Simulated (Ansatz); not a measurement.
Input file:

```
crystal:
  lattice:
    - [0.0, 1.7104984133, 1.7738239275]
    - [1.7738239275, 0.0, 1.7738239275]
    - [1.7738239275, 1.7104984133, 0.0]
  atoms:
    - { symbol: B, position: [0.0, 0.0, 0.0] }
    - { symbol: "N", position: [0.75, 0.75, 0.75] }
basis:
  ecutwfc: 520.0
kpoints:
  mp_grid: { grid: [12, 12, 12] }
hamiltonian:
  xc: pbe
scf:
  occupations: { method: gaussian, width: 0.05 }
output:
  forces: true
  stress: true
  eigenvalues: true
  write_density: true
  write_potential: true
  elf: true
  volumetric_format: npy
```

Run with:

```sh
ansatz run input.yaml --threads 1 --pin off --max-ram 2048MiB --backend cpu --events-out ev --progress --plain --runs-dir out
```

Below, planes, directions and counts refer to the conventional cell (a = 2.51 Å, b = 2.51 Å, c = 3.42 Å, α = 90.00°, β = 90.00°, γ = 90.00°).

Space group I-4m2; a structure from a database of computed crystals, not necessarily the ambient phase; computed pressure about 45 GPa in this cell.

The calculation used Ansatz, DFT PBE, scalar-relativistic, plane waves, PAW.

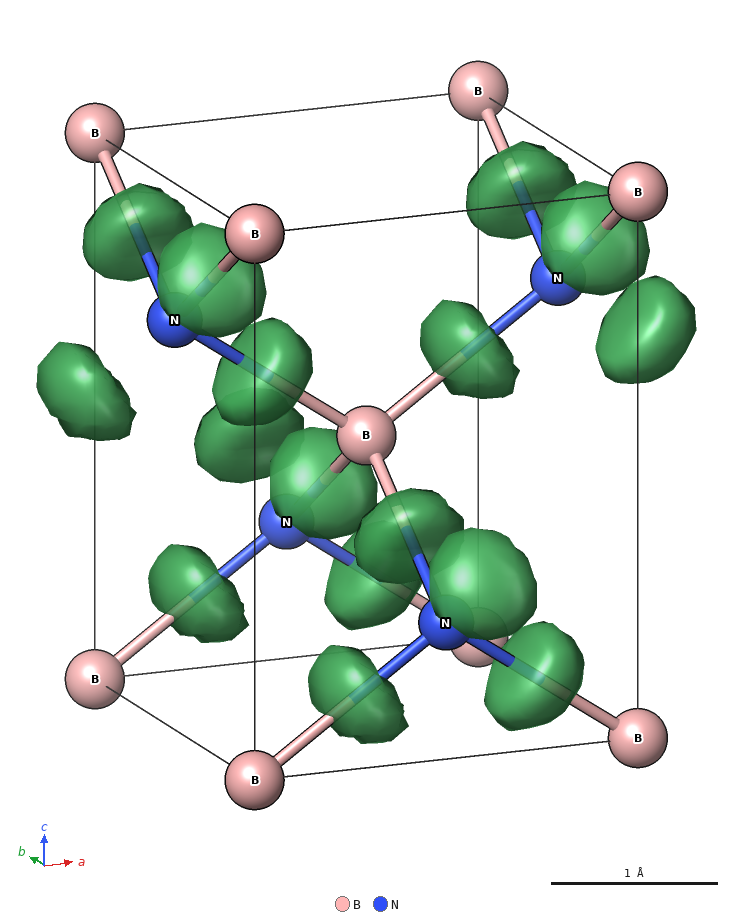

BN. Isosurface of the electron localisation function at 0.85 (green), seen slightly off an axis. Core shells and regions of very low density are left out. Sticks mark near contacts.

Core electrons are frozen (PAW), and the valence fields are smoothed inside the atomic spheres.

### Identify the bonds, lone pairs and shells in this picture.

The ELF exceeds this value in eight regions between bonded B–N atoms (shared pairs), counted in one cell of 4 atoms. Regions shared between cells count once. Along the contacts the grid gives the following. B–N (1.52 Å): the ELF peaks at about 0.95 between the atoms: a polar covalent bond.

### Metal or insulator at this level of theory?

It is gapped, with a Kohn–Sham gap of 3.9 eV on the k-point mesh (the band edges may lie off the mesh, which would make the gap smaller).
